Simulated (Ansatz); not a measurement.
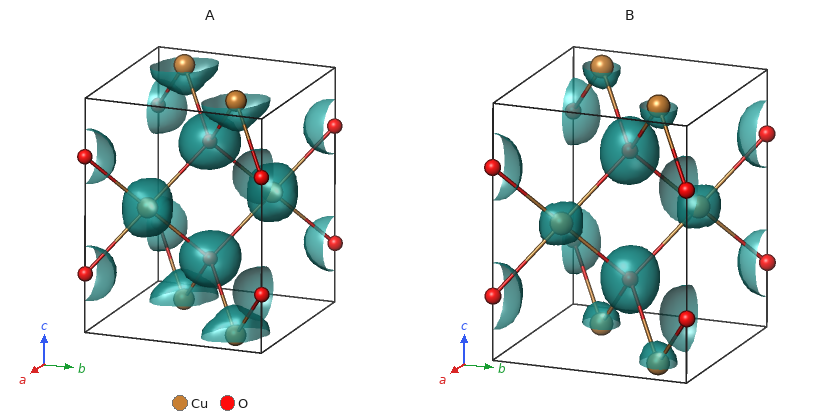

CuO: densities of the states in two energy windows, as isosurfaces (each at a level of its own) in the conventional cell.

Space group P-1; the calculation finds a residual pressure of about 6 GPa at this fixed cell; spin-polarised. It comes out metallic at this level (no Hubbard term), which in such compounds can be an artefact. The cell comes from a database of computed structures, not from a measurement.

These are results of Ansatz 0.2.0, DFT PBE, scalar-relativistic, plane waves, PAW, not measurements.

In a PAW calculation such maps are meaningful between the atoms, not at the nuclei.

> Match the panels to the energy ranges (zero at the Fermi level): −8.5 to −5.6 eV and −5.6 to −2.8 eV.

Panel A: −5.6 to −2.8 eV, the middle third of the occupied valence band, mainly Cu 3d (55 %) and O 2p (45 %).
Panel B: −8.5 to −5.6 eV, the lower third of the occupied valence band, mainly O 2p (65 %) and Cu 3d (25 %).
The characters are Löwdin shares on a minimal set of atomic orbitals.

Cost of the run: 7 s on 2 threads of AMD EPYC 9R45 96-Core Processor (Zen 5), with other jobs on the host, peak memory 0.8 GiB.
